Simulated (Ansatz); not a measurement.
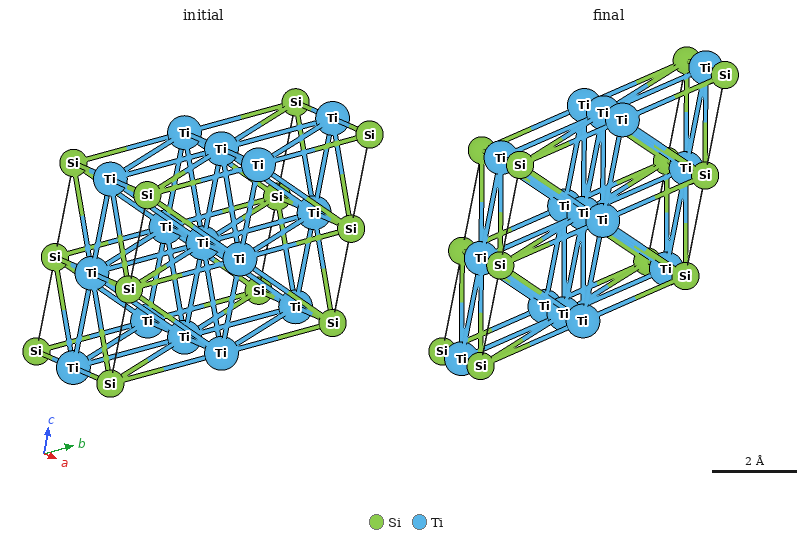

The structure of crystalline Ti3Si (set up in Cmmm) before (left) and after (right) a relaxation, at one scale.

A ball-and-stick model of the cell of the calculation, seen slightly off an axis.

Case: 2 of 8 Ti sites taken by Si, cell and atoms relaxed.

Computed with DFT r2SCAN, scalar-relativistic, plane waves, PAW (Ansatz). Settings: plane-wave cutoff 500 eV; k-point mesh 8 × 8 × 8; occupations gaussian; smearing width 0.1 eV; no spin polarisation; cell and atoms relaxed; force threshold 0.015 eV/Å; at most 60 steps.

> Summarise the run.

The run was cut off at its time limit before the relaxation converged, so the last structure is only a point on the way. No atom moves by more than 0.005 Å relative to the cell. The volume changes by −5.8 %, with a = b 5.708 → 5.442 Å (−4.7 %), c 5.708 → 6.089 Å (+6.7 %), α 60.0° → 56.0°, β 60.0° → 56.0°, γ 60.0° → 72.3°. Some distances before and after: Si–Ti 4.036 → 3.169 Å, Ti–Ti 4.036 → 3.169 Å, Ti–Ti 2.854 → 3.209 Å, Si–Ti 2.854 → 3.209 Å. The space group stays Cmmm (No. 65). The energy falls by 39.0 meV per atom in 8 geometry steps. All forces vanish by symmetry, so only the cell relaxes. Pressure: −5.69 GPa at the start and 0.60 GPa at the end.
